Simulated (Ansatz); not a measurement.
Consider Cu.

Input

```
crystal:
  lattice:
    - [2.5305027254, 0.0, 0.0]
    - [-1.2652513627, 2.1914796445, 0.0]
    - [0.0, 0.0, 4.1298555601]
  atoms:
    - { symbol: Cu, position: [0.3333333333, 0.6666666667, 0.2354716469] }
    - { symbol: Cu, position: [0.6666666667, 0.3333333333, 0.7645283531] }
basis:
  ecutwfc: 500
kpoints:
  mp_grid: { grid: [30, 30, 14] }
hamiltonian:
  xc: r2scan
scf:
  occupations: { method: gaussian, width: 0.15 }
output:
  forces: true
  stress: true
  eigenvalues: true
  write_density: true
  write_potential: true
  elf: true
  volumetric_format: npy
```

Run with:

```sh
ansatz run input.yaml --threads 2 --pin off --max-ram 5120MiB --backend cpu --events-out ev --progress --plain --runs-dir out
```

Below, planes, directions and counts refer to the conventional cell (a = 2.53 Å, b = 2.53 Å, c = 4.13 Å, α = 90.00°, β = 90.00°, γ = 120.00°).

Space group P-3m1; a structure from a database of computed crystals, not necessarily the ambient phase; not relaxed (largest force 1.0 eV/Å); computed without spin polarisation.

These are results of DFT r2SCAN, scalar-relativistic, plane waves, PAW in Ansatz 0.2.0, not measurements.

Q: Predict the valence pseudo-density and electron localisation function between the atoms.

A: Cu–Cu (2.53 Å): the density is about 0.31 e/Å³ at the midpoint; the ELF is about 0.20 at the midpoint; no localised pair shows between them.

Q: Does the calculation make it a metal, or give it a gap?

A: It is gapless in this calculation (a metal or semimetal).

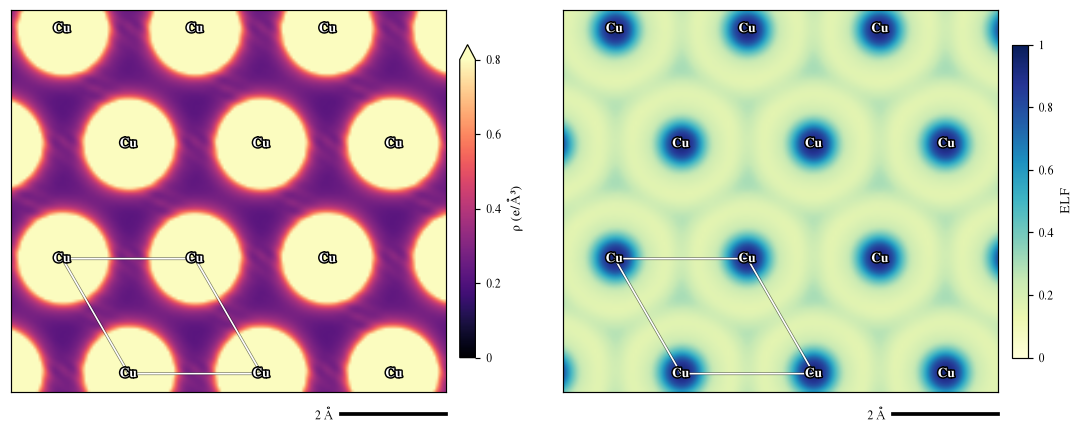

Computed valence pseudo-density and electron localisation function on the (001) plane of the conventional cell, in this order. 
